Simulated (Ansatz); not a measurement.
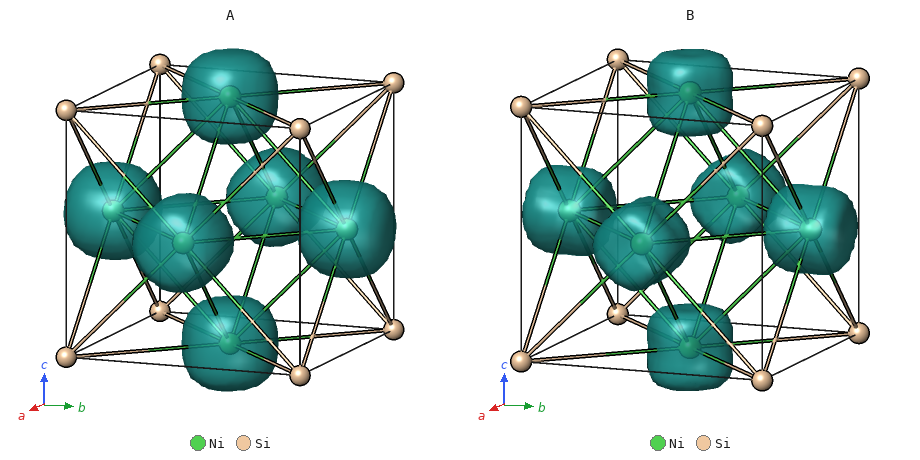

Figure. SiNi3. Spin density of two self-consistent states of the same cell, at +0.15 (teal) and −0.15 e/Å³ (pink).

Space group Pm-3m; computed pressure about 12 GPa in this cell; spin-polarised.

These are results of Kohn-Sham DFT of a periodic cell, PBE, Ansatz PAW in Ansatz 0.2.0, not measurements.

Core electrons are frozen (PAW), and the valence fields are smoothed inside the atomic spheres.

```xyz
4
Lattice="3.5420 0.0000 0.0000 0.0000 3.5420 0.0000 0.0000 0.0000 3.5420" Properties=species:S:1:pos:R:3 pbc="T T T"
Ni    1.7710    1.7710    0.0000
Ni    1.7710    0.0000    1.7710
Ni    0.0000    1.7710    1.7710
Si    0.0000    0.0000    0.0000
```

Which magnetic state is the more stable, and how do they differ?

Answer. State A: parallel main moments (a ferromagnetic arrangement) in this solution; Ni: +1.2 μB (×3); Si: +0.4 μB in one cell of 4 atoms. State B: parallel main moments (a ferromagnetic arrangement) in this solution; Ni: +0.7 μB (×3) in one cell of 4 atoms, with smaller moments on other sites: Si (up to +0.06 μB). State B lies lower by 615 meV per atom.
